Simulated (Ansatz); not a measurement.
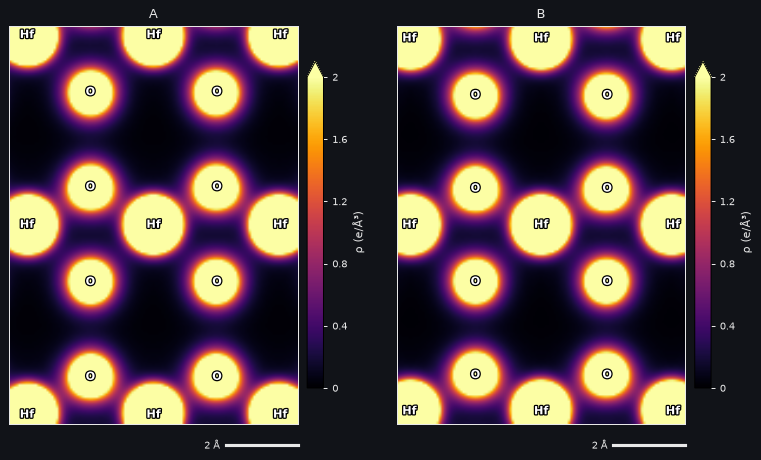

HfO2. The valence charge density (pseudo) of two cells that differ in size and shape, on the (100) plane of each (indices in the axes of the calculation cell), at one length scale and on one colour scale: B has 11.5 Å³ an atom and A 10.8.

Level of theory: DFT, HSE06, plane waves, PAW (Ansatz).

In a PAW calculation such maps are meaningful between the atoms, not at the nuclei.

The larger cell:

```
Hf O
1.0
     3.64823    0.00000    0.00000
     0.00000    3.64823    0.00000
     0.00000    0.00000    5.16244
Hf O
2 4
Direct
  0.50000 0.50000 0.50000
  0.00000 0.00000 0.00000
  0.00000 0.50000 0.69333
  0.50000 0.00000 0.80667
  0.50000 0.00000 0.30667
  0.00000 0.50000 0.19333
```

The smaller cell: a = 3.505 Å, b = 3.505 Å, c = 5.256 Å, α = 90.00°, β = 90.00°, γ = 90.00°.

> What changes from the larger cell to the smaller?

From the larger cell to the smaller, Hf–O goes from 2.08 to 2.04 Å, and the density at its midpoint from 0.78 to 0.87 e/Å³; the pressure goes from −8 to 8 GPa; the Kohn–Sham gap goes from 6.0 eV to 6.4 eV.
